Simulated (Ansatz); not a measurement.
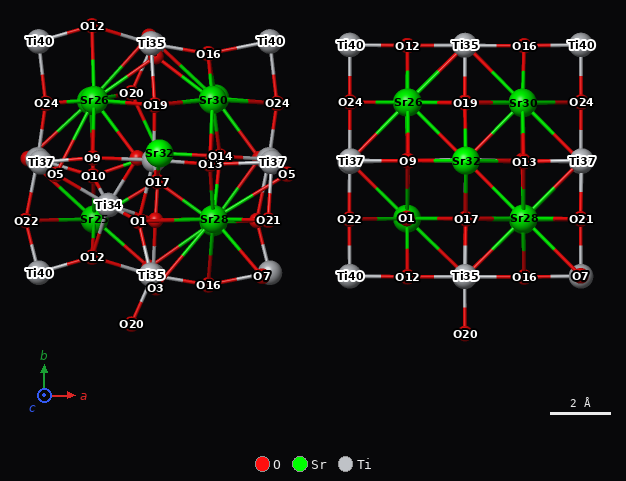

Two geometries of a defect cell of composition O₂₄Sr₈Ti₈, drawn at one scale. One is the start of a relaxation, the other its converged end. The picture is a ball-and-stick view of the atoms within 5.8 Å of the atom that moves most (axes of the cell of the calculation (origin shifted)), seen along the c axis.

Computed with DFT, PBEsol, PAW, plane waves in Ansatz. (plane-wave cutoff 420 eV; k-point mesh 1 × 1 × 1; mesh shifted by (0.25, 0.25, 0.25); no spin polarisation; atoms relaxed in a fixed cell; force threshold 0.03 eV/Å; at most 80 steps)

Q: Which of the two is the end point?

A: The left one is the relaxed one. The energy falls by 23.046 eV per cell of the calculation in 26 geometry steps. Largest force component: 15 eV/Å at the start, 0.021 eV/Å at the end. The atom that moves furthest is a Ti atom (2.45 Å along [−1 −1 1]). By element the largest moves are Ti 2.45 Å, O 1.90 Å, Sr 1.57 Å. The cell stays as it was. Some distances before and after: Sr–Ti 3.380 → 6.224 Å, O–Ti 1.907 → 4.178 Å, O–Ti 4.355 → 2.101 Å, O–Ti 1.988 → 4.188 Å. New bonds form: O–Sr (3.89 → 2.90 Å), O–Sr (3.93 → 2.83 Å), O–Sr (3.95 → 2.37 Å), O–Ti (3.37 → 2.10 Å). Bonds break: O–Sr (2.73 → 3.57 Å), O–Sr (2.73 → 3.73 Å), O–Sr (2.74 → 3.97 Å), O–Sr (2.75 → 4.21 Å). Bond angles that change, for instance: O–Ti–O 177.8° → 103.7°, Ti–O–Ti 179.8° → 111.6°, Ti–O–Ti 179.4° → 111.3°.

Limits of the set-up: the periodic images lie only 7.8 Å apart, so the values are limited by the cell's size.
